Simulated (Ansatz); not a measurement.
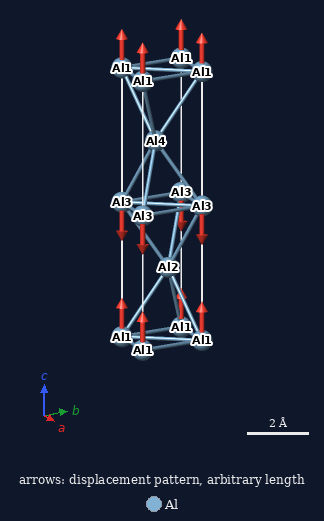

One vibrational mode of solid Al relaxed at 5 GPa at the zone centre. Displacements are drawn as red arrows; their common scale and sign are arbitrary. The picture is a ball-and-stick view of the cell of the calculation, seen slightly off an axis.

All numbers below come from Ansatz, DFT LDA, scalar-relativistic, plane waves, PAW.

The input:
```yaml
crystal:
  lattice:
    - [2.7661644254, 0.0, 0.0]
    - [-1.3830822127, 2.3955686635, 0.0]
    - [0.0, 0.0, 9.0858437904]
  atoms:
    - { symbol: Al, position: [0.0, 0.0, 0.0] }
    - { symbol: Al, position: [0.3333333333, 0.6666666667, 0.25] }
    - { symbol: Al, position: [0.0, 0.0, 0.5] }
    - { symbol: Al, position: [0.6666666667, 0.3333333333, 0.75] }
basis:
  ecutwfc: 420
kpoints:
  mp_grid: { grid: [18, 18, 6] }
hamiltonian:
  xc: lda
scf:
  occupations: { method: fermi_dirac, width: 0.15 }
output:
  eigenvalues: true
phonons:
  method: dfpt
  eigenvectors: true
```

Run as
```bash
ansatz run input.yaml --threads 1 --pin off --max-ram 3072MiB --backend cpu --events-out ev --progress --plain --runs-dir out
```

The frequencies depend somewhat on the k-mesh and the smearing.

Describe the mode and give its frequency.

Answer. This is the B₂u mode at 251 cm⁻¹, optical level 5 of 6, counted from below, silent by symmetry (neither infrared- nor Raman-active). The Al (2c) atoms stay at rest; all motion is along c; atoms of one kind move against one another, with no net shift of their sublattice.
